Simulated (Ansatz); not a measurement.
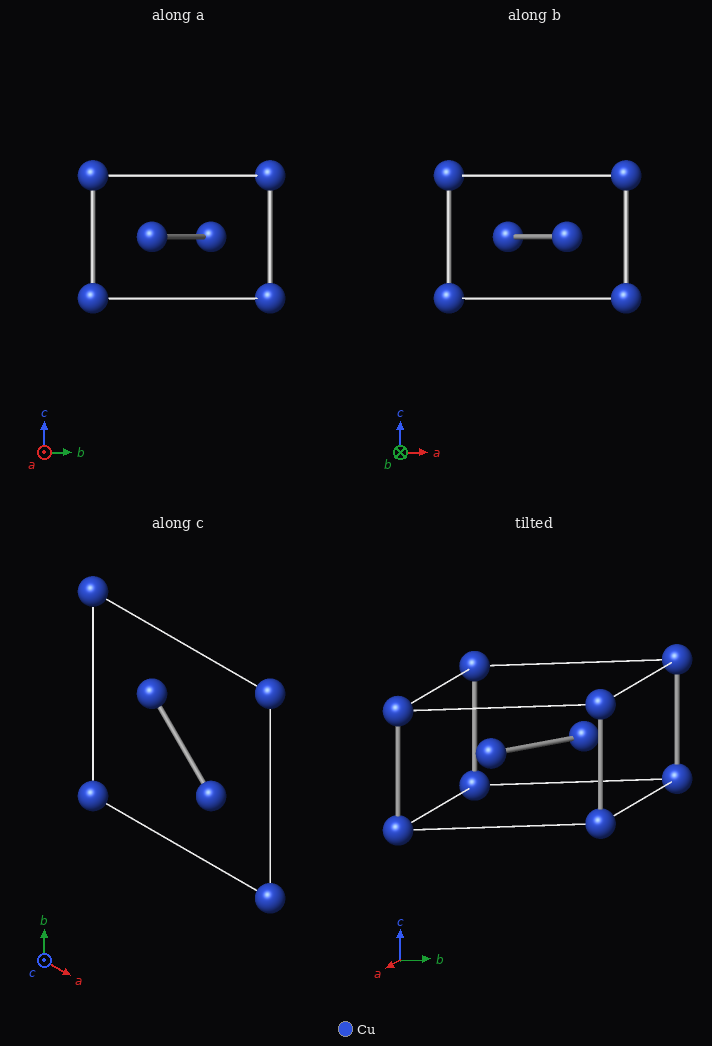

Structure drawing (ball-and-stick), viewed along the a axis, along the b axis, along the c axis and slightly off an axis. The frame is the conventional unit cell; atoms at its boundary are shown with their periodic copies.

Lattice parameters: a = 4.211 Å, b = 4.211 Å, c = 2.528 Å, α = 90.00°, β = 90.00°, γ = 120.00°. Put a along x and b in the xy plane.

> From the views, write a POSCAR file.

```
Cu
1.0
     4.211    0.000    0.000
    -2.106    3.647    0.000
     0.000    0.000    2.528
Cu
3
Direct
  0.0000 0.0000 0.0000
  0.3333 0.6667 0.5000
  0.6667 0.3333 0.5000
```

Source of the structure: a structure type filled with this element by a generator (whether the element takes this form wasn't checked). Atoms and cell were optimised with DFT, BLYP, plane waves (420 eV) with PAW, scalar-relativistic in Ansatz 0.2.0.
